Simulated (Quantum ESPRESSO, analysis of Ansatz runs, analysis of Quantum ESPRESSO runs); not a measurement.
# Reproducing a measured charge-transition level: substitutional Se in Si (Quantum ESPRESSO), part 3 of 6

Aim: the charge-transition level of substitutional Se in Si, to be set beside the measurement. Set-up: PBE, JTH 2.0 PBE, 32-site cell, PBE lattice, k: the single point 1/4 1/4 1/4 then 2x2x2 shifted, dielectric constants 11.7 and 11.7 (handbook). The model is a cell of 32 host atoms with 1 Si taken out and 1 Se put in. The level is the Fermi energy at which two charge states have equal formation energy, after a correction for the images of the charge. Other potentials or another program check that the number doesn't hang on one set of files.

Quantum ESPRESSO 7.5; PBE, JTH 2.0 PBE, 32-site cell, PBE lattice, k: the single point 1/4 1/4 1/4 then 2x2x2 shifted, dielectric constants 11.7 and 11.7 (handbook).

So far: The structure; Relaxation, charge +2; Single point, charge +2.

## (4) Relaxation, charge +1

Level of this step: Quantum ESPRESSO plane-wave DFT, PBE, JTH 2.0 PBE potentials; relaxation of all atoms of a defect supercell (Quantum ESPRESSO).

Input file pw.in:

```
&CONTROL
  calculation = 'relax'
  prefix = 'pwscf'
  outdir = './tmp'
  pseudo_dir = './pseudo'
  tprnfor = .true.
  disk_io = 'low'
  nstep = 70
  forc_conv_thr = 0.00078
  etot_conv_thr = 0.0001
/
&SYSTEM
  ibrav = 0
  nat = 32
  ntyp = 2
  ecutwfc = 36
  ecutrho = 216
  nbnd = 69
  occupations = 'smearing'
  smearing = 'fd'
  degauss = 0.00073499
  nspin = 2
  starting_magnetization(1) = 0.125
  starting_magnetization(2) = 0.0833
  tot_magnetization = 1
  tot_charge = 1
  nosym = .true.
/
&ELECTRONS
  conv_thr = 3d-08
  electron_maxstep = 100
  mixing_beta = 0.3
/
&IONS
  ion_dynamics = 'bfgs'
/
ATOMIC_SPECIES
Si    28.0850 Si.GGA_PBE-JTH.UPF
Se    78.9710 Se.GGA_PBE-JTH.UPF
CELL_PARAMETERS angstrom
  -5.4694086371    5.4694086371    5.4694086371
   5.4694086371   -5.4694086371    5.4694086371
   5.4694086371    5.4694086371   -5.4694086371
ATOMIC_POSITIONS crystal
Si    -0.0030309426   -0.0058744934    0.4948308434
Si    -0.0034028818    0.2480261708    0.2526878911
[... 1 atom line left out ...]
Si    -0.0022477347    0.7508237454    0.7541206931
Si     0.2557420412    0.0003584433    0.2515187631
[... 1 atom line left out ...]
Si     0.2524951335    0.4961279226    0.7501800216
Si     0.2532578548    0.7517935294    0.5062398244
[... 2 atom lines left out ...]
Se     0.4950501439    0.5007277312    0.5001436981
Si     0.5001426016    0.7465213500    0.2529674160
[... 1 atom line left out ...]
Si     0.7493810533    0.2499686571    0.5050304339
Si     0.7493269542    0.4944205245    0.2496824538
[... 7 atom lines left out ...]
Si     0.2437824041    0.4962416572    0.4953670661
[... 2 atom lines left out ...]
Si     0.5036690856    0.2472516316    0.5007684704
Si     0.4971040919    0.5022366300    0.2465867031
[... 4 atom lines left out ...]
Si     0.7552691606    0.7547322812    0.7556654324
K_POINTS crystal
1
0.25 0.25 0.25 1.0
```

The run is started by

```sh
OMP_NUM_THREADS=1 mpirun -n 4 pw.x -in pw.in > pw.out
```

The log of the run:

```text
[banner, memory and clock lines left out]
          URL

     file Si.GGA_PBE-JTH.UPF: wavefunction(s)  0S 0P renormalized
     file Se.GGA_PBE-JTH.UPF: wavefunction(s)  0S 4P 0P renormalized

     bravais-lattice index     =            0
     lattice parameter (alat)  =      17.9019  a.u.
     unit-cell volume          =    4416.4947 (a.u.)^3
     number of atoms/cell      =           32
     number of atomic types    =            2
     number of electrons       =       129.00 (up:  65.00, down:  64.00)
     number of Kohn-Sham states=           69
     kinetic-energy cutoff     =      36.0000  Ry
     charge density cutoff     =     216.0000  Ry
     scf convergence threshold =      3.0E-08
     mixing beta               =       0.3000
     number of iterations used =            8  plain     mixing
     energy convergence thresh.=      1.0E-04
     force convergence thresh. =      7.8E-04
     Exchange-correlation= SLA PW PBX PBC
                           (   1   4   3   4   0   0   0)
     nstep                     =           70

     celldm(1)=  17.901930  celldm(2)=   0.000000  celldm(3)=   0.000000
     celldm(4)=   0.000000  celldm(5)=   0.000000  celldm(6)=   0.000000

     crystal axes: (cart. coord. in units of alat)
               a(1) = (  -0.577350   0.577350   0.577350 )
               a(2) = (   0.577350  -0.577350   0.577350 )
               a(3) = (   0.577350   0.577350  -0.577350 )

     reciprocal axes: (cart. coord. in units 2 pi/alat)
               b(1) = ( -0.000000  0.866025  0.866025 )
               b(2) = (  0.866025 -0.000000  0.866025 )
               b(3) = (  0.866025  0.866025  0.000000 )

     PseudoPot. # 1 for Si read from file:
     Si.GGA_PBE-JTH.UPF
     Pseudo is Projector augmented-wave + core cor, Zval =  4.0
     Generated using ATOMPAW code
     Shape of augmentation charge: BESSEL
     Using radial grid of  988 points,  4 beta functions with:
                l(1) =   0
                l(2) =   0
                l(3) =   1
                l(4) =   1
     Q(r) pseudized with 0 coefficients

     PseudoPot. # 2 for Se read from file:
     Se.GGA_PBE-JTH.UPF
     Pseudo is Projector augmented-wave + core cor, Zval =  6.0
     Generated using ATOMPAW code
     Shape of augmentation charge: BESSEL
     Using radial grid of 1059 points,  4 beta functions with:
                l(1) =   0
                l(2) =   0
                l(3) =   1
                l(4) =   1
     Q(r) pseudized with 0 coefficients

     atomic species   valence    mass     pseudopotential
     Si                4.00    28.08500     Si( 1.00)
     Se                6.00    78.97100     Se( 1.00)

     Starting magnetic structure
     atomic species   magnetization
     Si              0.125
     Se              0.083

     No symmetry found

   Cartesian axes

     site n.     atom                  positions (alat units)
         1        Si     tau(   1) = (   0.2840490   0.2873324  -0.2908323  )
         2        Si     tau(   2) = (   0.2910521   0.0007268  -0.0046561  )
         3        Si     tau(   3) = (   0.2918818  -0.2920663   0.2911398  )
         4        Si     tau(   4) = (   0.8701778   0.0006058  -0.0032012  )
         5        Si     tau(   5) = (  -0.0022314   0.2926602   0.0026453  )
         6        Si     tau(   6) = (  -0.0043721   0.0022089   0.2867098  )
         7        Si     tau(   7) = (   0.5737781   0.2924552  -0.0008989  )
         8        Si     tau(   8) = (   0.5801074   0.0044480   0.2879890  )
         9        Si     tau(   9) = (  -0.2910538   0.2925908   0.2912956  )
        10        Si     tau(  10) = (   0.2879226   0.5807959  -0.0039266  )
        11        Se     tau(  11) = (   0.2920361   0.2854801   0.2861545  )
        12        Si     tau(  12) = (   0.2882976   0.0038040   0.5737110  )
        13        Si     tau(  13) = (   0.0032153   0.8689375   0.0030064  )
        14        Si     tau(  14) = (   0.0032436   0.5799153   0.2853954  )
        15        Si     tau(  15) = (  -0.0030161   0.2913245   0.5739237  )
        16        Si     tau(  16) = (  -0.0013890   0.0032237   0.8620838  )
        17        Si     tau(  17) = (   0.1459886   0.1393276  -0.1441586  )
[...]
25        Si     tau(  25) = (   0.1449619   0.7168297  -0.1423713  )
        26        Si     tau(  26) = (   0.1410761   0.4371615   0.1444255  )
        27        Si     tau(  27) = (   0.1453302   0.1394036   0.4346027  )
        28        Si     tau(  28) = (   0.1455672  -0.1492570   0.7231524  )
        29        Si     tau(  29) = (  -0.1481489   0.7213144   0.1479696  )
        30        Si     tau(  30) = (  -0.1429828   0.4374831   0.4305557  )
        31        Si     tau(  31) = (  -0.1401726   0.1422077   0.7192437  )
        32        Si     tau(  32) = (   0.4359737   0.4365936   0.4355161  )

     number of k points=     1  Fermi-Dirac smearing, width (Ry)=  0.0007
                       cart. coord. in units 2pi/alat
        k(    1) = (   0.4330127   0.4330127   0.4330127), wk =   1.0000000

     Dense  grid:   236601 G-vectors     FFT dimensions: (  90,  90,  90)

     Smooth grid:   128951 G-vectors     FFT dimensions: (  72,  72,  72)

     Check: negative core charge=   -0.000010
     Generating pointlists ...
     new r_m :   0.0991 (alat units)  1.7739 (a.u.) for type    1
     new r_m :   0.1024 (alat units)  1.8330 (a.u.) for type    2

     Initial potential from superposition of free atoms

     starting charge     129.9826, renormalised to     129.0000

     negative rho (up, down):  1.036E-01 8.058E-02
     Starting wfcs are  256 randomized atomic wfcs
     Checking if some PAW data can be deallocated...

     Self-consistent Calculation

     iteration #  1     ecut=    36.00 Ry     beta= 0.30
     Davidson diagonalization with overlap
     ethr =  1.00E-02,  avg # of iterations =  2.0

     Threshold (ethr) on eigenvalues was too large:
     Diagonalizing with lowered threshold

     Davidson diagonalization with overlap
     ethr =  8.71E-04,  avg # of iterations =  2.0

     negative rho (up, down):  1.015E-01 8.591E-02

     total energy              =   -1638.39633107 Ry
     estimated scf accuracy    <       1.21907796 Ry

     total magnetization       =     1.00 Bohr mag/cell
     absolute magnetization    =     1.16 Bohr mag/cell

     iteration #  2     ecut=    36.00 Ry     beta= 0.30
     Davidson diagonalization with overlap
     ethr =  9.45E-04,  avg # of iterations =  2.5

     negative rho (up, down):  9.837E-02 9.018E-02

     total energy              =   -1638.22503173 Ry
[...]
Si               0.7497935477        0.0025177226        0.7504511477
Si               0.7530277973        0.2493872900        0.5007401063
Si               0.7528591549        0.4993650535        0.2505748945
Si               0.7497135744        0.7495609194        0.0038527280
[...]
NEW-OLD atomic charge density approx. for the potential

     Check: negative core charge=   -0.000010

     negative rho (up, down):  9.038E-02 9.020E-02
     Generating pointlists ...

     Self-consistent Calculation

     iteration #  1     ecut=    36.00 Ry     beta= 0.30
     Davidson diagonalization with overlap
     ethr =  1.00E-06,  avg # of iterations =  2.0

     Threshold (ethr) on eigenvalues was too large:
     Diagonalizing with lowered threshold

     Davidson diagonalization with overlap
     ethr =  6.45E-09,  avg # of iterations =  5.5

     negative rho (up, down):  9.038E-02 9.020E-02

     total energy              =   -1638.08450176 Ry
     estimated scf accuracy    <       0.00001517 Ry

     total magnetization       =     1.00 Bohr mag/cell
     absolute magnetization    =     1.13 Bohr mag/cell

     iteration #  2     ecut=    36.00 Ry     beta= 0.30
     Davidson diagonalization with overlap
     ethr =  1.18E-08,  avg # of iterations =  2.0

     negative rho (up, down):  9.038E-02 9.020E-02

     total energy              =   -1638.08450204 Ry
     estimated scf accuracy    <       0.00000507 Ry

     total magnetization       =     1.00 Bohr mag/cell
     absolute magnetization    =     1.13 Bohr mag/cell

     iteration #  3     ecut=    36.00 Ry     beta= 0.30
     Davidson diagonalization with overlap
     ethr =  3.93E-09,  avg # of iterations =  1.0

     negative rho (up, down):  9.039E-02 9.020E-02

     total energy              =   -1638.08450221 Ry
     estimated scf accuracy    <       0.00000130 Ry

     total magnetization       =     1.00 Bohr mag/cell
     absolute magnetization    =     1.13 Bohr mag/cell

     iteration #  4     ecut=    36.00 Ry     beta= 0.30
     Davidson diagonalization with overlap
     ethr =  1.01E-09,  avg # of iterations =  4.0

     negative rho (up, down):  9.039E-02 9.020E-02

     total energy              =   -1638.08450236 Ry
     estimated scf accuracy    <       0.00000014 Ry

     total magnetization       =     1.00 Bohr mag/cell
     absolute magnetization    =     1.13 Bohr mag/cell

     iteration #  5     ecut=    36.00 Ry     beta= 0.30
     Davidson diagonalization with overlap
     ethr =  1.10E-10,  avg # of iterations = 11.5

     negative rho (up, down):  9.039E-02 9.020E-02

     total energy              =   -1638.08450269 Ry
     estimated scf accuracy    <       0.00000001 Ry

     total magnetization       =     1.00 Bohr mag/cell
     absolute magnetization    =     1.13 Bohr mag/cell

     iteration #  6     ecut=    36.00 Ry     beta= 0.30
     Davidson diagonalization with overlap
     ethr =  1.06E-11,  avg # of iterations =  3.5

     negative rho (up, down):  9.039E-02 9.020E-02

     total energy              =   -1638.08450268 Ry
     estimated scf accuracy    <          3.8E-09 Ry

     total magnetization       =     1.00 Bohr mag/cell
     absolute magnetization    =     1.13 Bohr mag/cell

     iteration #  7     ecut=    36.00 Ry     beta= 0.30
     Davidson diagonalization with overlap
     ethr =  2.94E-12,  avg # of iterations =  3.5

     negative rho (up, down):  9.039E-02 9.020E-02

     total energy              =   -1638.08450268 Ry
     estimated scf accuracy    <          3.8E-10 Ry

     total magnetization       =     1.00 Bohr mag/cell
     absolute magnetization    =     1.13 Bohr mag/cell

     iteration #  8     ecut=    36.00 Ry     beta= 0.30
     Davidson diagonalization with overlap
     ethr =  2.94E-13,  avg # of iterations = 11.0

     negative rho (up, down):  9.039E-02 9.020E-02

     Magnetic moment per site  (integrated on atomic sphere of radius R)
[...]
atom  25 (R=0.099)  charge=  1.6418  magn=  0.0046
     atom  26 (R=0.099)  charge=  1.6092  magn=  0.0501
     atom  27 (R=0.099)  charge=  1.6089  magn=  0.0506
     atom  28 (R=0.099)  charge=  1.6416  magn=  0.0046
     atom  29 (R=0.099)  charge=  1.6417  magn=  0.0046
     atom  30 (R=0.099)  charge=  1.6419  magn=  0.0046
     atom  31 (R=0.099)  charge=  1.6421  magn=  0.0046
     atom  32 (R=0.099)  charge=  1.6092  magn=  0.0503

     End of self-consistent calculation

 ------ SPIN UP ------------

          k = 0.4330 0.4330 0.4330 ( 16100 PWs)   bands (ev):

[...]
6.4508   7.3798   7.3831   7.3856   7.6741

 ------ SPIN DOWN ----------

          k = 0.4330 0.4330 0.4330 ( 16100 PWs)   bands (ev):

    -8.1745  -4.9190  -4.9182  -4.9179  -4.4100  -3.1499  -3.1489  -3.1476
    -3.0295  -3.0290  -3.0273  -3.0233  -3.0225  -2.9940  -2.9924  -2.9918
    -1.2570  -0.3616  -0.3603  -0.3578  -0.2002  -0.1983  -0.1976  -0.1970
    -0.1968  -0.1959  -0.1912  -0.1903   1.8708   1.8721   1.8748   1.9908
     2.3332   2.3336   2.3346   2.5972   2.6285   2.6294   2.6298   2.6806
     2.6811   2.6860   2.6875   2.6881   3.5944   3.5953   3.5959   3.9125
     3.9143   3.9151   3.9564   3.9577   3.9610   4.0272   4.0279   4.0295
     5.1147   5.1157   5.1166   5.3685   5.3693   5.3878   5.3892   5.3900
     6.6399   7.4815   7.4844   7.4870   7.6941

     the spin up/dw Fermi energies are     6.7863    5.7785 ev

!    total energy              =   -1638.08450268 Ry
     total all-electron energy =     -1638.084503 Ry
     estimated scf accuracy    <          1.5E-10 Ry
     smearing contrib. (-TS)   =      -0.00000000 Ry
     internal energy E=F+TS    =   -1638.08450268 Ry

     The total energy is F=E-TS. E is the sum of the following terms:
     one-electron contribution =      87.54238134 Ry
     hartree contribution      =      19.63777722 Ry
     xc contribution           =    -154.26230312 Ry
     ewald contribution        =    -276.60419736 Ry
     one-center paw contrib.   =   -1314.39816077 Ry

     total magnetization       =     1.00 Bohr mag/cell
     absolute magnetization    =     1.13 Bohr mag/cell

     convergence has been achieved in   8 iterations

     negative rho (up, down):  9.039E-02 9.020E-02

     Forces acting on atoms (cartesian axes, Ry/au):

[...]
atom   25 type  1   force =     0.00009952   -0.00039327    0.00015158
     atom   26 type  1   force =    -0.00062794   -0.00034879    0.00001203
     atom   27 type  1   force =    -0.00010538   -0.00039024    0.00042758
     atom   28 type  1   force =     0.00040403    0.00000212   -0.00001998
     atom   29 type  1   force =     0.00022717   -0.00024216    0.00012835
     atom   30 type  1   force =     0.00026069   -0.00022951    0.00033033
     atom   31 type  1   force =     0.00050028    0.00021805   -0.00010267
     atom   32 type  1   force =    -0.00003932   -0.00016422    0.00041555

     Total force =     0.003089     Total SCF correction =     0.000011
     Energy error            =      4.2E-05 Ry
     Gradient error          =      6.7E-04 Ry/Bohr

     bfgs converged in  13 scf cycles and  12 bfgs steps
     (criteria: energy <  1.0E-04 Ry, force <  7.8E-04 Ry/Bohr)

     End of BFGS Geometry Optimization

     Final energy             =   -1638.0845026835 Ry

     File ./tmp/pwscf.bfgs deleted, as requested
Begin final coordinates

ATOMIC_POSITIONS (crystal)
[...]
Si               0.4998822704       -0.0006673297        0.7515463928
Si               0.5000548502        0.2316903231        0.5010048669
Si               0.4996550143        0.4994723792        0.2321732345
Si               0.4995600886        0.7504748062        0.0001200110
Si               0.7507801437       -0.0009667283        0.5003701639
Si               0.7484481197        0.2482832871        0.2496140190
Si               0.7505771503        0.4994660574        0.0003759961
Si               0.7679323022        0.7676297492        0.7689322083
End final coordinates
```

The job ended after 8.1 min (4 MPI ranks of Arm Neoverse V1, shared host; peak memory 0.95 GiB).

The steps of the relaxation:

```
step  energy less that of the first step (eV)
   0                                   0.0000
   1                                  -0.4857
   2                                  -0.7317
   3                                  -0.8187
   4                                  -0.8462
   5                                  -0.8725
   6                                  -0.8846
   7                                  -0.8863
   8                                  -0.8878
   9                                  -0.8890
  10                                  -0.8898
  11                                  -0.8906
  12                                  -0.8911
```

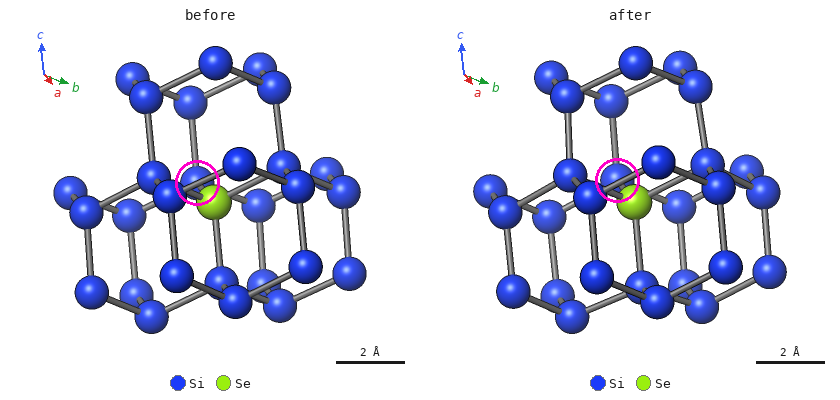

Before and after: the atoms that start within 5 Å of the centre. Si23, which moves most, is ringed if it is among them.

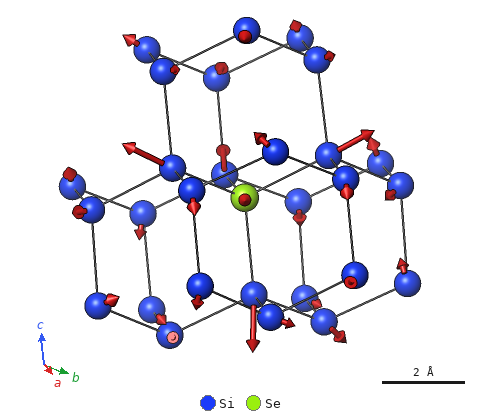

Displacements in the relaxation near the centre, exaggerated; the longest in the cell stands for 0.15 Å.

The atoms that moved most (Å):

```
atom      dx      dy      dz  length
Si23   0.113  -0.056  -0.078   0.148
Si27  -0.108  -0.050   0.078   0.142
Si26  -0.064   0.067  -0.106   0.141
Si32   0.074   0.071   0.067   0.123
Si12   0.022  -0.052   0.045   0.072
 Si4  -0.054   0.017   0.040   0.069
 Si5   0.006  -0.050  -0.045   0.067
Si19   0.018  -0.005  -0.063   0.066
```

The relaxed structure:

```
CELL_PARAMETERS angstrom
-5.46941 5.46941 5.46941
5.46941 -5.46941 5.46941
5.46941 5.46941 -5.46941
ATOMIC_POSITIONS crystal
Si 0.99972 0.99937 0.50012
Si 0.99650 0.24648 0.24742
Si 0.99969 0.49989 0.00090
Si 0.00296 0.74957 0.75072
Si 0.24708 0.99682 0.24755
Si 0.24638 0.24651 0.99714
Si 0.24941 0.49948 0.75361
Si 0.24971 0.75262 0.50077
Si 0.49973 0.99960 0.00037
Si 0.49961 0.24952 0.75381
Se 0.49959 0.49960 0.50033
Si 0.49953 0.75264 0.25027
Si 0.74979 0.00252 0.75045
Si 0.75303 0.24939 0.50074
Si 0.75286 0.49937 0.25057
Si 0.74971 0.74956 0.00385
Si 0.00019 0.99987 0.25156
Si 0.99985 0.25103 0.00082
Si 0.99938 0.49957 0.75178
Si 0.99947 0.75053 0.50064
Si 0.25114 0.99995 0.00062
Si 0.24834 0.24828 0.74893
Si 0.23159 0.49946 0.50062
Si 0.24884 0.74866 0.24993
Si 0.49988 0.99933 0.75155
Si 0.50005 0.23169 0.50100
Si 0.49966 0.49947 0.23217
Si 0.49956 0.75047 0.00012
Si 0.75078 0.99903 0.50037
Si 0.74845 0.24828 0.24961
Si 0.75058 0.49947 0.00038
Si 0.76793 0.76763 0.76893
```

Neighbours of Se11 at the end:

```
atom  distance (Å)
Si23         2.539
Si27         2.540
Si26         2.542
Si32         2.542
 Si5         3.889
 Si8         3.890
Si13         3.890
Si15         3.891
 Si2         3.891
Si12         3.891
 Si6         3.892
 Si4         3.894
 Si7         3.894
Si16         3.895
Si10         3.895
Si14         3.896
```

Numbers from this step:

| Item | Value |
| --- | --- |
| total moment | 1.0000 μB |
| integral of the absolute spin density | 1.133 μB |

First to last step the energy falls by 0.891 eV; the largest move, 0.15 Å, is that of Si23. Judged within 0.08 Å, the space group went from P1 to I-43m.

[end of part 3 of 6]

[Logs are printed without paths, hosts, clocks, repeated set-up lines and the standing remarks that a program may print on its own settings, such as how far it seeks lower states.]

[Hosts, paths, dates, database ids (printed as entryN), source tags and the programs' standing remarks are cut or masked in the printed files.]

[For some hosts the program warned that the k-mesh of the response run may be too coarse for force constants and the static dielectric constant; such warnings are not shown here.]
